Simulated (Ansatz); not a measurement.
```cif
data_structure
_symmetry_space_group_name_H-M 'P 1'
_symmetry_Int_Tables_number 1
_cell_length_a 3.1263
_cell_length_b 3.1263
_cell_length_c 27.3497
_cell_angle_alpha 90.000
_cell_angle_beta 90.000
_cell_angle_gamma 120.000
_cell_volume 231.50
loop_
_atom_site_label
_atom_site_type_symbol
_atom_site_fract_x
_atom_site_fract_y
_atom_site_fract_z
_atom_site_occupancy
W1 W 0.66667 0.33333 0.50000 1
W2 W 0.33333 0.66667 0.72234 1
W3 W 0.33333 0.66667 0.27778 1
S1 S 0.66667 0.33333 0.77937 1
S2 S 0.66667 0.33333 0.33491 1
S3 S 0.33333 0.66667 0.55712 1
S4 S 0.66667 0.33333 0.66521 1
S5 S 0.66667 0.33333 0.22075 1
S6 S 0.33333 0.66667 0.44288 1
```

Space group P-6m2; a structure from a database of computed crystals, not necessarily the ambient phase.

These are results of DFT LDA, scalar-relativistic, plane waves, PAW in Ansatz 0.2.0, not measurements.

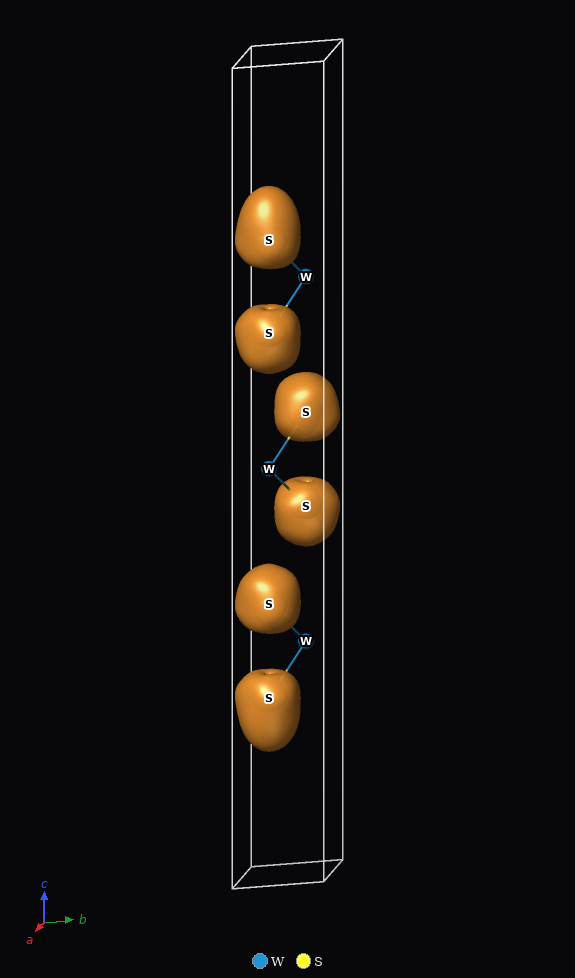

WS$_{2}$. Isosurface of the ELF at 0.7 (orange), seen slightly off an axis. Only the valence region is drawn (cores and ρ < 0.01 e/Å³ removed). Sticks mark near contacts.

Core electrons are frozen (PAW), and the valence fields are smoothed inside the atomic spheres.

Where are the electrons localised?

The surface consists of six regions wrapped around S (the valence shell of each), counted in one cell of 9 atoms. Regions shared between cells count once.

Values along the shortest contacts:
W–S (2.39 Å): the ELF peaks at about 0.85 in the valence shell of S, 0.8 Å from its nucleus, and is about 0.50 at the midpoint.
